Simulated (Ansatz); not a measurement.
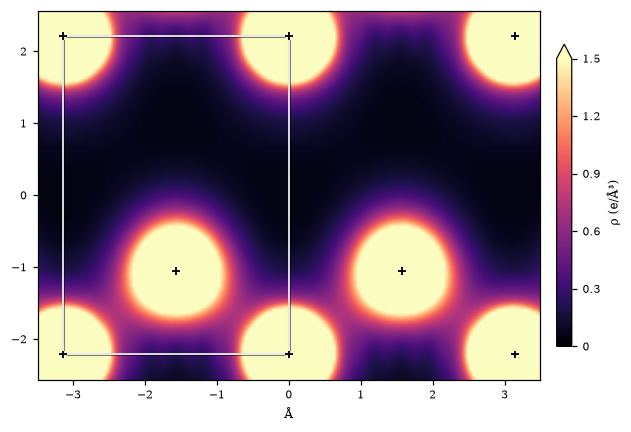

The valence pseudo-density on a plane through atoms (crosses mark nuclei in the plane).

Method: Ansatz 0.2.0, DFT LDA, scalar-relativistic, plane waves, PAW.

Candidates:
A. AlGaN₂, a = 3.14 Å, b = 3.14 Å, c = 4.42 Å, α = 90.00°, β = 90.00°, γ = 90.00°. Space group P-4m2; a structure from a database of computed crystals, not necessarily the ambient phase; computed pressure about −5 GPa in this cell.
B. Ta₂Si, a = 6.09 Å, b = 6.09 Å, c = 5.01 Å, α = 90.00°, β = 90.00°, γ = 90.00°. Space group I4/mcm; a structure from a database of computed crystals, not necessarily the ambient phase.

Question: Which system is this?

Answer: Candidate A: AlGaN₂ on the (100) plane of the conventional cell, which holds Ga and N. Ga–N (1.95 Å): ρ at the midpoint is about 0.74 e/Å³.
